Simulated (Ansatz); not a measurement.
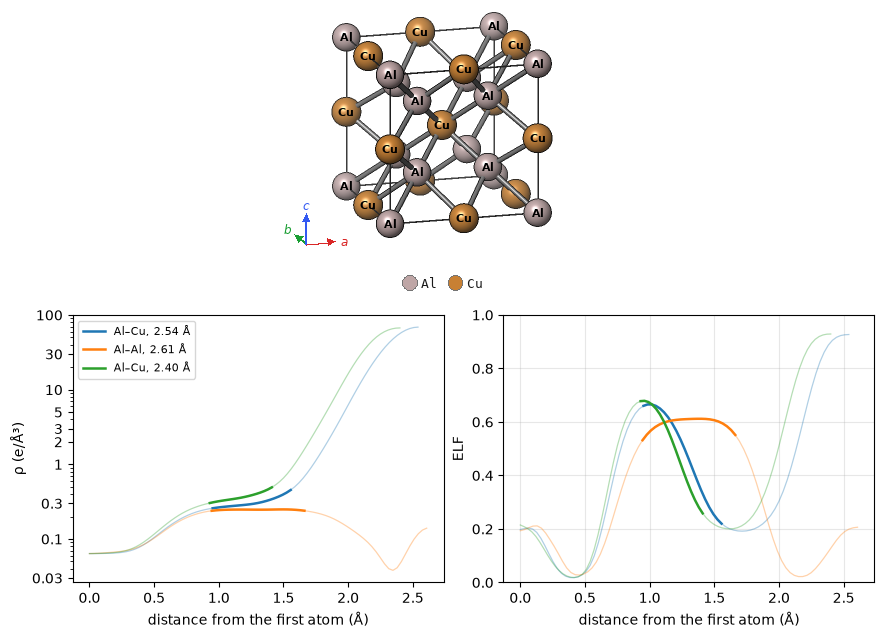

Figure. Al9Cu4 (cell with a defect). Valence pseudo-density and ELF along straight lines between neighbouring atoms. Thin, pale parts lie inside the atomic spheres. The structure is drawn too.

Computed without spin polarisation.

These are results of DFT PBE, scalar-relativistic, plane waves, PAW in Ansatz, not measurements.

Core electrons are frozen (PAW), and the valence fields are smoothed inside the atomic spheres.

The calculation's input:

```
crystal:
  lattice:
    - [0.0, 0.0, -5.7824626538]
    - [4.0892560504, -4.0892560504, 0.0]
    - [-4.0892560504, -4.0892560504, 0.0]
  atoms:
    - { symbol: Al, position: [0.25, 0.75, 0.25] }
    - { symbol: Al, position: [0.75, 0.25, 0.25] }
    - { symbol: Al, position: [0.25, 0.25, 0.75] }
    - { symbol: Al, position: [0.75, 0.75, 0.75] }
    - { symbol: Al, position: [0.25, 0.25, 0.25] }
    - { symbol: Al, position: [0.75, 0.75, 0.25] }
    - { symbol: Al, position: [0.25, 0.75, 0.75] }
    - { symbol: Al, position: [0.75, 0.25, 0.75] }
    - { symbol: Cu, position: [0.5, 0.0, 0.0] }
    - { symbol: Cu, position: [0.0, 0.5, 0.0] }
    - { symbol: Cu, position: [0.5, 0.5, 0.5] }
    - { symbol: Cu, position: [0.0, 0.0, 0.5] }
    - { symbol: Al, position: [-0.0310871408, 0.0117858735, 0.0134550738] }
basis:
  ecutwfc: 420
  xc_grid: 2
kpoints:
  mp_grid: { grid: [4, 4, 4], shift: [0.5, 0.5, 0.5] }
hamiltonian:
  xc: pbe
scf:
  occupations: { method: gaussian, width: 0.1 }
output:
  forces: true
  stress: false
  eigenvalues: true
  write_density: true
  write_potential: true
  elf: true
  volumetric_format: npy
relax:
  adjacent_minimum: "off"
  f_tol: 0.02
  max_steps: 60
```

Run with:

```sh
ansatz run input.yaml --threads 4 --pin off --max-ram 8192MiB --backend cpu --events-out ev --progress --plain --runs-dir out
```

The fields are those of the run's last geometry, not of the input's.

Compare the contacts.

Answer. Al–Cu (2.54 Å): the density is about 0.3 e/Å³ at the midpoint; the ELF peaks at about 0.65 between the atoms.
Al–Al (2.61 Å): the density is about 0.25 e/Å³ at the midpoint; the ELF peaks at about 0.60 between the atoms.
Al–Cu (2.40 Å): ρ at the midpoint is about 0.37 e/Å³; the ELF peaks at about 0.70 between the atoms.
